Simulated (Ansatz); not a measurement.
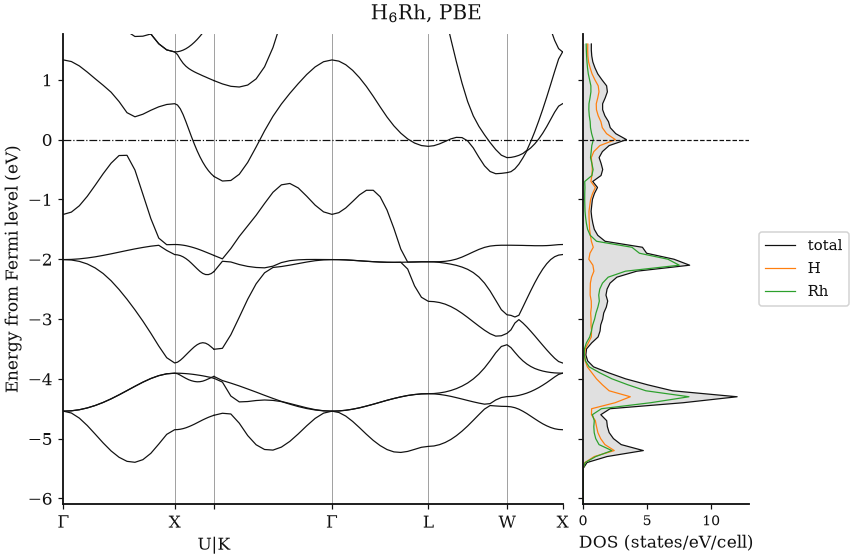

Band structure and density of states. Energies are counted from the Fermi level. The partial curves are projected on Löwdin-orthogonalised atomic shells.

### What lattice type does the k path imply?

A face-centred cubic lattice: the path Γ–X–U|K–Γ–L–W–X runs through the special points of its Brillouin zone.

Input of the run:

```
crystal:
  lattice:
    - [0.0, 2.8770612605, 2.8770612605]
    - [2.8770612605, 0.0, 2.8770612605]
    - [2.8770612605, 2.8770612605, 0.0]
  atoms:
    - { symbol: H, position: [0.8444421813, 0.466673456, 0.8444421813] }
    - { symbol: H, position: [0.8444421813, 0.8444421813, 0.8444421813] }
    - { symbol: H, position: [0.466673456, 0.8444421813, 0.8444421813] }
    - { symbol: H, position: [0.8444421813, 0.8444421813, 0.466673456] }
    - { symbol: H, position: [0.25, 0.25, 0.25] }
    - { symbol: H, position: [0.5, 0.5, 0.5] }
    - { symbol: Rh, position: [0.0, 0.0, 0.0] }
basis:
  ecutwfc: 420
kpoints:
  mp_grid: { grid: [12, 12, 12] }
  band_path:
    path:
      - [[0.0, 0.0, 0.0], [-0.5, -0.5, 0.0], [-0.375, -0.375, 0.25]]
      - [[-0.375, 0.0, 0.375], [0.0, 0.0, 0.0], [0.0, 0.0, 0.5], [-0.5, -0.25, 0.25], [-0.5, -0.5, 0.0]]
    npoints: 14
hamiltonian:
  xc: pbe
scf:
  occupations: { method: gaussian, width: 0.1 }
  n_extra_bands: 17
output:
  forces: true
  stress: true
  eigenvalues: true
  populations: true
  dos: { projected: true, de: 0.02, nscf_kmesh: { grid: [15, 15, 15] } }
  bader: true
  write_density: true
  write_potential: true
  elf: true
  volumetric_format: npy
```

Launched with:
```bash
ansatz run input.yaml --threads 1 --pin off --max-ram 2048MiB --backend cpu --events-out ev --progress --plain --runs-dir out
```

### Is there a gap at the Fermi level?

A metal: 2 bands cross the Fermi level along this path.

The structure is an invented one, so it need not be a known or stable phase.
